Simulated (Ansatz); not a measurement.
# Geometry relaxation of Si3N2 (part 2 of 2)

The same run, continued: Si3N2 (R-3m, 5 atoms in the cell); DFT PBE, scalar-relativistic, plane waves, PAW, no spin polarisation (Ansatz 0.2.0); cutoff 420 eV, 12×12×12 k-mesh, Gaussian smearing of 0.1 eV. The structure was made by swapping elements on the sites of another compound; it need not be a known phase. It belongs to a series of runs on one base structure; here: Hf -> Si on all its sites, cell and atoms relaxed.

Geometry of the input (Å; fractional positions):
```
1.2916  0.7457  6.2430
-1.2916  0.7457  6.2430
0.0000  -1.4914  6.2430
Si 0.7793  0.7793  0.7793
Si 0.2207  0.2207  0.2207
Si 0.0000  0.0000  0.0000
N  0.6115  0.6115  0.6115
N  0.3885  0.3885  0.3885
```

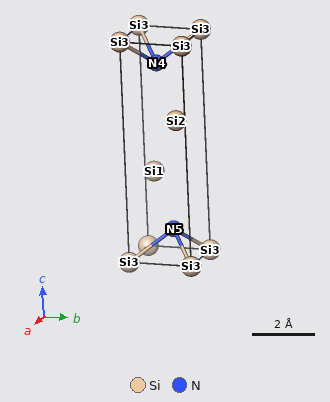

**Figure 1.** The geometry at step 8 of the log (ball-and-stick view of the reduced cell, seen slightly off an axis; atoms are numbered from 1 in the order of the input).

The program's output, continued
```
relax step  16: F+E_penalty+E_count = -2674.56479441 eV  Δ(F+E_penalty+E_count) = -1.549e-3 eV  max|allowed force component| = 1.150e-3 eV/Å  Δτ_max = 0.0109 Å  P = +0.081 GPa  Ω = 51.700 Å³  energy of the carried Pulay correction = -5.513e-3 eV  (7 SCF iters, accepted)
iter 1 solved again at ethr=4.54e-7 eV; its pass at ethr=3.10e-3 eV (dr2=9.98e-5 eV) is discarded
SCF iter   1: F=—  HF=-2674.571147 eV  |F-HF|=—  |Δ(HF+E_count)|=         —  Δρ=2.71e-4  dr2=6.00e-6  ethr=4.54e-7  ⟨swp⟩=2.8  Hψ=25344  notcnv=0
preconditioner: auto → none  [metal: Δε(μ)=0.023 eV  Ē_g=11.225 eV  σ=0.100 eV  W_gap=0.13  n_scr=4 (ndim 8)  ℏωp=24.2 eV  f_vac=0.000  D(μ)=1.03/eV (n_scr^D=4)]
SCF iter   2: F=—  HF=-2674.571183 eV  |F-HF|=—  |Δ(HF+E_count)|=   3.68e-5  Δρ=1.29e-4  dr2=1.19e-6  ethr=2.73e-8  ⟨swp⟩=2.4  Hψ=4933  notcnv=0
SCF iter   3: F=—  HF=-2674.571187 eV  |F-HF|=—  |Δ(HF+E_count)|=   3.29e-6  Δρ=2.65e-5  dr2=3.10e-7  ethr=5.40e-9  ⟨swp⟩=2.1  Hψ=5023  notcnv=0
SCF iter   4: F=—  HF=-2674.571187 eV  |F-HF|=—  |Δ(HF+E_count)|=   4.25e-8  Δρ=7.88e-6  dr2=7.19e-9  ethr=1.41e-9  ⟨swp⟩=2.0  Hψ=4536  notcnv=0
iter 5 did not close the SCF: its close was put off for the readings that it lacked (scf_convergence_deferred on its scf_iter line)
SCF iter   5: F=-2674.571187 eV  HF=-2674.571187 eV  |F-HF|=1.27e-11  |Δ(HF+E_count)|=   1.47e-8  Δρ=1.25e-6  dr2=5.08e-10  ethr=3.27e-11  ⟨swp⟩=2.0  Hψ=5027  notcnv=0
SCF iter   6: F=-2674.571187 eV  HF=-2674.571187 eV  |F-HF|=4.91e-11  |Δ(HF+E_count)|=  1.79e-10  Δρ=3.75e-7  dr2=8.96e-11  ethr=2.31e-12  ⟨swp⟩=2.0  Hψ=10202  notcnv=0
SCF 17 converged in 6 iterations: F = -2674.571187 eV  dr2 = 8.96e-11
relax step  17: F+E_penalty+E_count = -2674.57118684 eV  Δ(F+E_penalty+E_count) = -6.392e-3 eV  max|allowed force component| = 3.447e-4 eV/Å  Δτ_max = 0.0000 Å  P = +0.126 GPa  Ω = 51.700 Å³  stress off target by 1.66e-1 GPa  SCF on the basis re-selected at this cell (its energy is not comparable with the rows above)  (6 SCF iters)
```

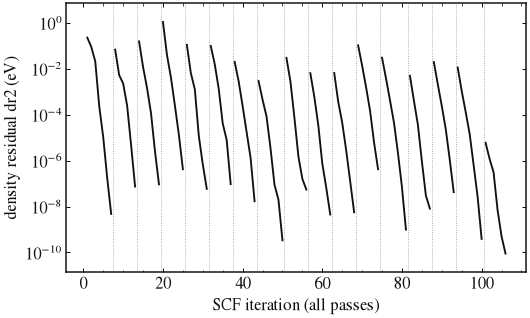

**Figure 2.** Convergence of the self-consistent field: density residual dr2 against the SCF iteration. The dotted lines part the SCF passes of the relaxation: geometry steps, rejected trials and re-solves on a re-selected basis. The 17 passes take 6 to 7 iterations each, 106 in all.

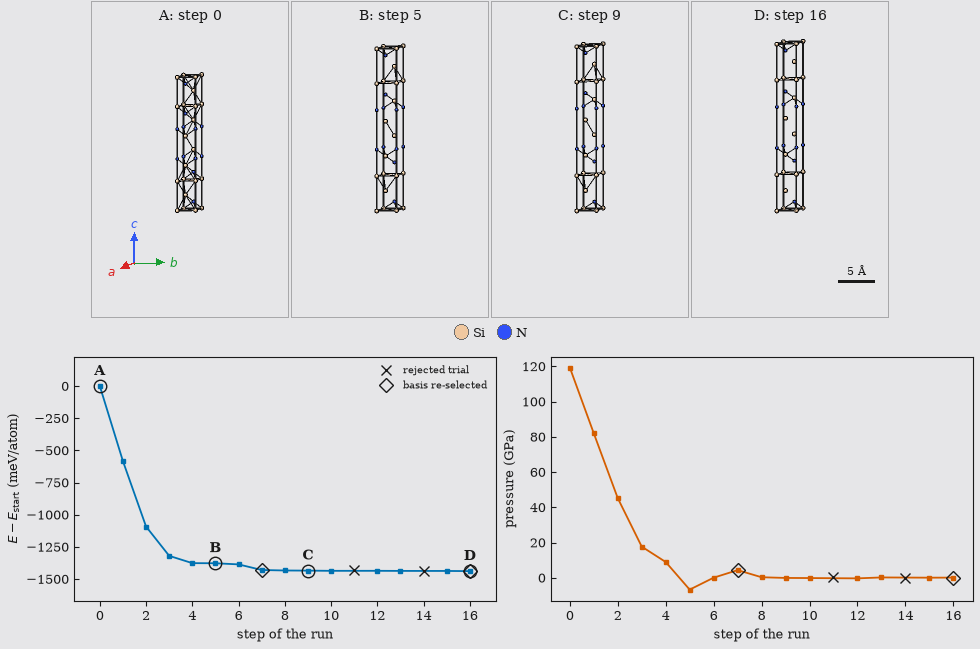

**Figure 3.** Frames of the relaxation (ball-and-stick view of the cell 3 times as large as that of the calculation, set on its symmetry axes, seen slightly off an axis) above the curves, on which the letters mark them (the first geometry is step 0 here and step 1 in the log).

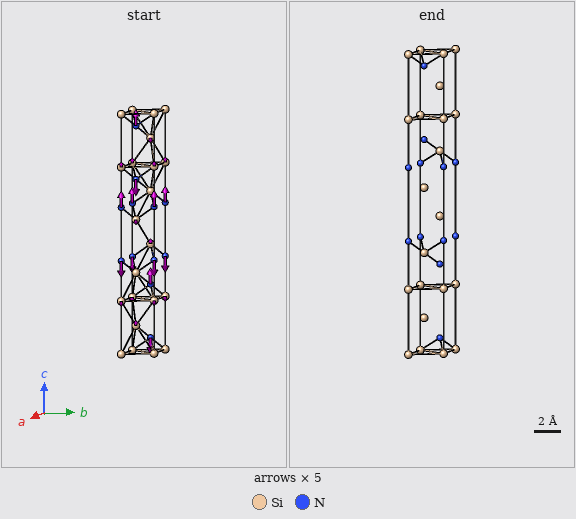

**Figure 4.** Before (left) and after (right) the relaxation, at one scale (ball-and-stick view of the cell 3 times as large as that of the calculation, set on its symmetry axes, seen slightly off an axis). The pink arrows give the displacements (without the part carried along by the change of the cell), magnified 5 times. The largest moves relative to the cell, 0.27 Å, are those of N4 and N5. By element the largest moves are N 0.27 Å, Si 0.09 Å. The drawn cell changes as follows: a = b 2.583 → 2.765 Å (+7.1 %), c 18.729 → 23.418 Å (+25.0 %); the volume changes by +43.3 %. Among the contacts that change: Si1–Si3 2.583 → 3.160 Å, Si1–N5 1.839 → 2.334 Å, Si1–Si2 2.515 → 2.843 Å, Si1–Si1 2.583 → 2.765 Å. Among the angles that change: Si3–N4–Si3 90.8° → 93.6°. The space group stays R-3m (No. 166). Over 14 geometry steps the energy falls by 1437 meV per atom. The largest force component goes from 8.6 to 0.00034 eV/Å. Pressure: 119.30 GPa at the start and 0.13 GPa at the end. The line search rejected the trial steps at points 11, 14 (counted from 0) and went back. 1 further SCF at an unchanged geometry re-selected the plane-wave basis for the new cell. The energy change given includes the shifts at the re-selections in mid-walk, which come without any move. A last SCF at the same geometry on a re-selected plane-wave basis shifts the energy by −1.3 meV per atom. (Atoms are counted from 1 in the order of the input.)

```
basis re-selected at this cell: Δ(F+E_penalty+E_count) = -6.392e-3 eV, ΔP = +0.045 GPa vs the last step (what re-selecting the basis moved, of the pressure what is left beyond the Pulay correction that the steps carried, after the strain that the cell walked since its last selection, with what the two solves' SCF thresholds leave and, on support functions, any second-order correction that the steps lacked; it is no measure of the basis error at this ecutwfc). This SCF's stress stands 1.66e-1 GPa from its target on what of the cell is left free (relax.cell.stress_tol is 5.00e-1 GPa) and its largest allowed force component is 3.45e-4 eV/Å (relax.f_tol is 5.00e-2 eV/Å): within both
SCF converged after 6 iterations
Free energy (F): -2674.571187 eV
Harris-Foulkes:  -2674.571187 eV  (|F-HF|=4.91e-11)
Internal energy: -2674.566033 eV  (E = F + TS)
E sigma→0 (E₀):  -2674.568610 eV
Entropy (-TS):   -0.005154 eV (-1.031 meV/atom)
Fermi energy:    12.059453 eV
--- Per-component energies (eV) ---
  E_band       = 97.120447
  E_kinetic    = 393.699366
  E_local      = -685.171756  (includes V_loc(G=0)·N_el)
  E_nonlocal   = 164.927980
  E_hartree    = 283.528014
  E_xc         = -290.575618
  E_vxc        = -299.661625  (∫ρ·V_xc dr)
  E_paw        = -1790.724899  (= ΣΔE_a)
  E_vpaw       = -43.729592  (= ΣTr[D̂ρ^β])
  E_aug_tail   = 0.000214  (compensation charges beyond the density's cutoff)
  E_ewald      = -750.249335
  E_smearing   = -0.005154  (= −TS)
  E_closure    = 0.000000  (closes the sum)
  Σ components = -2674.571187   (vs F -2674.571187, Δ=0.00e0)
--- Forces (eV/Å), atoms counted from 1 ---
  atom   1  Si     0.00000000     0.00000000    -0.00032354
  atom   2  Si    -0.00000000    -0.00000000     0.00032354
  atom   3  Si     0.00000000     0.00000000    -0.00000000
  atom   4  N     -0.00000000    -0.00000000    -0.00034467
  atom   5  N      0.00000000     0.00000000     0.00034467
  max |Σ_I F_I| component: 1.85e-17 eV/Å
--- Stress (GPa, compression-positive) ---
        0.166274      -0.000000       0.000000
       -0.000000       0.166274      -0.000000
        0.000000      -0.000000       0.045022
  P = ⅓ Tr σ = 0.1259 GPa (1.259 kbar)
--- Band table (eV; the first three rows and the last of 189) ---
  k-point 0: bands = ["-8.2831", "-5.1067", "-1.2538", "2.7032", "4.0330", "9.4364", "9.4364", "10.2346", "10.2346", "10.6850", "13.1701", "17.2170", "18.6260", "20.2294", "20.2294", "20.2815"]
  k-point 1: bands = ["-8.1412", "-4.9911", "-1.0781", "2.7907", "4.1978", "8.6521", "9.1749", "9.6640", "10.2358", "10.7747", "13.4498", "17.5386", "18.4540", "18.8821", "19.4778", "19.4986"]
  k-point 2: bands = ["-7.7209", "-4.6578", "-0.5540", "3.0272", "4.6470", "7.0630", "8.4075", "8.6303", "10.1081", "10.8022", "13.8602", "15.6357", "17.4971", "17.7078", "18.4648", "19.3944"]
  k-point 188: bands = ["-8.2730", "-5.1984", "-0.2541", "0.5039", "7.1716", "7.7215", "9.4351", "9.4351", "10.2362", "10.2362", "15.0939", "16.7393", "17.6262", "19.8913", "19.8913", "20.9146"]
--- Relaxed structure (15 steps of the walk, 13 accepted, 2 SCFs on fresh bases) ---
  F+E_penalty+E_count = -2674.57118684 eV   max|allowed force component| = 3.447e-4 eV/Å   (the final SCF, on the basis selected at the relaxed cell)
  cell:  # Å, volume = 51.7000 Å³
    - [1.382722591544219, 0.7983152604426308, 7.806017947154724]
    - [-1.382722591544219, 0.7983152604426308, 7.806017947154724]
    - [1.4985056165752532e-32, -1.5966305208852616, 7.806017947154724]
  atoms:
    - { symbol: Si, position: [0.7831205098414838, 0.7831205098414838, 0.7831205098414838] }
    - { symbol: Si, position: [0.21687949015851596, 0.21687949015851596, 0.216879490158516] }
    - { symbol: Si, position: [1.8524482578656083e-20, 1.852448257865322e-20, 1.8524482578654278e-20] }
    - { symbol: N, position: [0.6229305426863646, 0.6229305426863646, 0.6229305426863646] }
    - { symbol: N, position: [0.3770694573136354, 0.3770694573136354, 0.3770694573136354] }
```

Trajectory as extended XYZ (Å, eV, eV/Å), 17 frames, from step=1 to step=17
```
5
Lattice="1.2916 0.7457 6.2430 -1.2916 0.7457 6.2430 0.0000 -1.4914 6.2430" Properties=species:S:1:pos:R:3:forces:R:3 step=1 energy=-2667.38022 pressure_GPa=119.30
Si    0.0000    0.0000   14.5952    0.0000   0.0000   8.5642
Si    0.0000    0.0000    4.1338    0.0000   0.0000  -8.5642
Si    0.0000    0.0000    0.0000    0.0000   0.0000   0.0000
N     0.0000    0.0000   11.4526    0.0000   0.0000   3.8271
N     0.0000    0.0000    7.2763    0.0000   0.0000  -3.8271
5
Lattice="1.3089 0.7557 6.5470 -1.3089 0.7557 6.5470 0.0000 -1.5114 6.5470" Properties=species:S:1:pos:R:3:forces:R:3 step=2 energy=-2670.29852 pressure_GPa=81.96
Si    0.0000    0.0000   15.3507    0.0000   0.0000   6.6178
Si    0.0000    0.0000    4.2903    0.0000   0.0000  -6.6178
Si    0.0000    0.0000    0.0000    0.0000   0.0000   0.0000
N     0.0000    0.0000   12.0262    0.0000   0.0000   3.6280
N     0.0000    0.0000    7.6148    0.0000   0.0000  -3.6280
5
Lattice="1.3259 0.7655 6.8513 -1.3259 0.7655 6.8513 0.0000 -1.5310 6.8513" Properties=species:S:1:pos:R:3:forces:R:3 step=3 energy=-2672.84008 pressure_GPa=45.18
Si    0.0000    0.0000   16.1516    0.0000   0.0000   2.9459
Si    0.0000    0.0000    4.4024    0.0000   0.0000  -2.9459
Si    0.0000    0.0000    0.0000    0.0000   0.0000   0.0000
N     0.0000    0.0000   12.6324    0.0000   0.0000   2.4619
N     0.0000    0.0000    7.9215    0.0000   0.0000  -2.4619
5
Lattice="1.3728 0.7926 7.1635 -1.3728 0.7926 7.1635 0.0000 -1.5852 7.1635" Properties=species:S:1:pos:R:3:forces:R:3 step=4 energy=-2673.97778 pressure_GPa=17.70
Si    0.0000    0.0000   16.8567    0.0000   0.0000   1.5258
Si    0.0000    0.0000    4.6336    0.0000   0.0000  -1.5258
Si    0.0000    0.0000    0.0000    0.0000   0.0000   0.0000
N     0.0000    0.0000   13.3655    0.0000   0.0000  -0.7000
N     0.0000    0.0000    8.1248    0.0000   0.0000   0.7000
5
Lattice="1.3606 0.7856 7.4665 -1.3606 0.7856 7.4665 0.0000 -1.5711 7.4665" Properties=species:S:1:pos:R:3:forces:R:3 step=5 energy=-2674.26127 pressure_GPa=8.97
Si    0.0000    0.0000   17.6057    0.0000   0.0000   0.0855
Si    0.0000    0.0000    4.7939    0.0000   0.0000  -0.0855
Si    0.0000    0.0000    0.0000    0.0000   0.0000   0.0000
N     0.0000    0.0000   13.9276    0.0000   0.0000  -0.3954
N     0.0000    0.0000    8.4720    0.0000   0.0000   0.3954
5
Lattice="1.3969 0.8065 7.5840 -1.3969 0.8065 7.5840 0.0000 -1.6130 7.5840" Properties=species:S:1:pos:R:3:forces:R:3 step=6 energy=-2674.26559 pressure_GPa=-6.70
Si    0.0000    0.0000   17.8798    0.0000   0.0000   0.0499
Si    0.0000    0.0000    4.8722    0.0000   0.0000  -0.0499
Si    0.0000    0.0000    0.0000    0.0000   0.0000   0.0000
N     0.0000    0.0000   14.1308    0.0000   0.0000   0.5222
N     0.0000    0.0000    8.6212    0.0000   0.0000  -0.5222
5
Lattice="1.3806 0.7971 7.5289 -1.3806 0.7971 7.5289 0.0000 -1.5942 7.5289" Properties=species:S:1:pos:R:3:forces:R:3 step=7 energy=-2674.30975 pressure_GPa=0.08
Si    0.0000    0.0000   17.7546    0.0000   0.0000   0.0057
Si    0.0000    0.0000    4.8320    0.0000   0.0000  -0.0057
Si    0.0000    0.0000    0.0000    0.0000   0.0000   0.0000
N     0.0000    0.0000   14.0408    0.0000   0.0000  -0.0047
N     0.0000    0.0000    8.5458    0.0000   0.0000   0.0047
5
Lattice="1.3806 0.7971 7.5289 -1.3806 0.7971 7.5289 0.0000 -1.5942 7.5289" Properties=species:S:1:pos:R:3:forces:R:3 step=8 energy=-2674.52752 pressure_GPa=4.36
Si    0.0000    0.0000   17.7546    0.0000   0.0000  -0.0066
Si    0.0000    0.0000    4.8320    0.0000   0.0000   0.0066
Si    0.0000    0.0000    0.0000    0.0000   0.0000   0.0000
N     0.0000    0.0000   14.0408    0.0000   0.0000  -0.0536
N     0.0000    0.0000    8.5458    0.0000   0.0000   0.0536
5
Lattice="1.3878 0.8013 7.6447 -1.3878 0.8013 7.6447 0.0000 -1.6025 7.6447" Properties=species:S:1:pos:R:3:forces:R:3 step=9 energy=-2674.54686 pressure_GPa=0.33
Si    0.0000    0.0000   18.0179    0.0000   0.0000  -0.1545
Si    0.0000    0.0000    4.9161    0.0000   0.0000   0.1545
Si    0.0000    0.0000    0.0000    0.0000   0.0000   0.0000
N     0.0000    0.0000   14.2697    0.0000   0.0000  -0.0520
N     0.0000    0.0000    8.6643    0.0000   0.0000   0.0520
5
Lattice="1.3878 0.8012 7.6883 -1.3878 0.8012 7.6883 0.0000 -1.6025 7.6883" Properties=species:S:1:pos:R:3:forces:R:3 step=10 energy=-2674.55207 pressure_GPa=-0.06
Si    0.0000    0.0000   18.1050    0.0000   0.0000  -0.1639
Si    0.0000    0.0000    4.9598    0.0000   0.0000   0.1639
Si    0.0000    0.0000    0.0000    0.0000   0.0000   0.0000
N     0.0000    0.0000   14.3546    0.0000   0.0000  -0.0068
N     0.0000    0.0000    8.7102    0.0000   0.0000   0.0068
5
Lattice="1.3863 0.8004 7.7419 -1.3863 0.8004 7.7419 0.0000 -1.6007 7.7419" Properties=species:S:1:pos:R:3:forces:R:3 step=11 energy=-2674.56023 pressure_GPa=-0.13
Si    0.0000    0.0000   18.2125    0.0000   0.0000  -0.1572
Si    0.0000    0.0000    5.0131    0.0000   0.0000   0.1572
Si    0.0000    0.0000    0.0000    0.0000   0.0000   0.0000
N     0.0000    0.0000   14.4608    0.0000   0.0000   0.0003
N     0.0000    0.0000    8.7648    0.0000   0.0000  -0.0003
5
Lattice="1.3750 0.7938 8.0405 -1.3750 0.7938 8.0405 0.0000 -1.5877 8.0405" Properties=species:S:1:pos:R:3:forces:R:3 step=12 energy=-2674.54470 pressure_GPa=0.67 accepted=F
Si    0.0000    0.0000   18.7972    0.0000   0.0000   0.2271
Si    0.0000    0.0000    5.3242    0.0000   0.0000  -0.2271
Si    0.0000    0.0000    0.0000    0.0000   0.0000   0.0000
N     0.0000    0.0000   15.0556    0.0000   0.0000  -0.0139
N     0.0000    0.0000    9.0658    0.0000   0.0000   0.0139
5
Lattice="1.3806 0.7971 7.8912 -1.3806 0.7971 7.8912 0.0000 -1.5942 7.8912" Properties=species:S:1:pos:R:3:forces:R:3 step=13 energy=-2674.55944 pressure_GPa=-0.31
Si    0.0000    0.0000   18.5127    0.0000   0.0000   0.0333
Si    0.0000    0.0000    5.1608    0.0000   0.0000  -0.0333
Si    0.0000    0.0000    0.0000    0.0000   0.0000   0.0000
N     0.0000    0.0000   14.7567    0.0000   0.0000   0.0022
N     0.0000    0.0000    8.9168    0.0000   0.0000  -0.0022
5
Lattice="1.3822 0.7980 7.8278 -1.3822 0.7980 7.8278 0.0000 -1.5960 7.8278" Properties=species:S:1:pos:R:3:forces:R:3 step=14 energy=-2674.56324 pressure_GPa=0.22
Si    0.0000    0.0000   18.3766    0.0000   0.0000   0.0875
Si    0.0000    0.0000    5.1067    0.0000   0.0000  -0.0875
Si    0.0000    0.0000    0.0000    0.0000   0.0000   0.0000
N     0.0000    0.0000   14.6325    0.0000   0.0000  -0.0159
N     0.0000    0.0000    8.8508    0.0000   0.0000   0.0159
5
Lattice="1.3859 0.8001 7.7089 -1.3859 0.8001 7.7089 0.0000 -1.6003 7.7089" Properties=species:S:1:pos:R:3:forces:R:3 step=15 energy=-2674.55529 pressure_GPa=0.14 accepted=F
Si    0.0000    0.0000   18.1474    0.0000   0.0000  -0.1875
Si    0.0000    0.0000    4.9792    0.0000   0.0000   0.1875
Si    0.0000    0.0000    0.0000    0.0000   0.0000   0.0000
N     0.0000    0.0000   14.3935    0.0000   0.0000   0.0272
N     0.0000    0.0000    8.7331    0.0000   0.0000  -0.0272
5
Lattice="1.3827 0.7983 7.8060 -1.3827 0.7983 7.8060 0.0000 -1.5966 7.8060" Properties=species:S:1:pos:R:3:forces:R:3 step=16 energy=-2674.56479 pressure_GPa=0.08
Si    0.0000    0.0000   18.3392    0.0000   0.0000  -0.0009
Si    0.0000    0.0000    5.0789    0.0000   0.0000   0.0009
Si    0.0000    0.0000    0.0000    0.0000   0.0000   0.0000
N     0.0000    0.0000   14.5878    0.0000   0.0000  -0.0011
N     0.0000    0.0000    8.8302    0.0000   0.0000   0.0011
5
Lattice="1.3827 0.7983 7.8060 -1.3827 0.7983 7.8060 0.0000 -1.5966 7.8060" Properties=species:S:1:pos:R:3:forces:R:3 step=17 energy=-2674.57119 pressure_GPa=0.13
Si    0.0000    0.0000   18.3392    0.0000   0.0000  -0.0003
Si    0.0000    0.0000    5.0789    0.0000   0.0000   0.0003
Si    0.0000    0.0000    0.0000    0.0000   0.0000   0.0000
N     0.0000    0.0000   14.5878    0.0000   0.0000  -0.0003
N     0.0000    0.0000    8.8302    0.0000   0.0000   0.0003
```
